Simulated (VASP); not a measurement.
TiSi: space group Cmmm (No. 65), a = 3.603 Å, b = 4.016 Å, c = 3.796 Å, α = 90.00°, β = 90.00°, γ = 90.00°. Origin: coordinates from a relaxation with VASP, VASP Kohn-Sham DFT of a periodic cell, LDA, VASP PAW LDA potentials, recommended. Forms under 0.4 % of the area are left out.

> What shape follows from the Bravais–Friedel–Donnay–Harker rule?

The forms computed, by share of the surface:

```json
{"form": "{110}", "faces": "4", "d (Å)": "2.682", "share of area (%)": "53.6"}
{"form": "{001}", "faces": "2", "d (Å)": "3.796", "share of area (%)": "42.0"}
{"form": "{020}", "faces": "2", "d (Å)": "2.008", "share of area (%)": "4.3"}
```

Widths along a, b and c stand as 1.00 : 0.99 : 0.53.

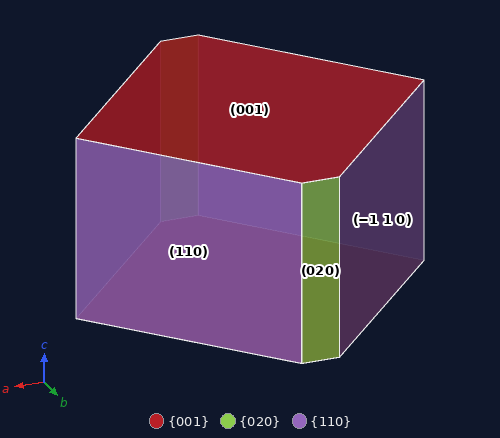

The computed shape, faces indexed. The rule is geometric and ignores bonding and growth conditions.
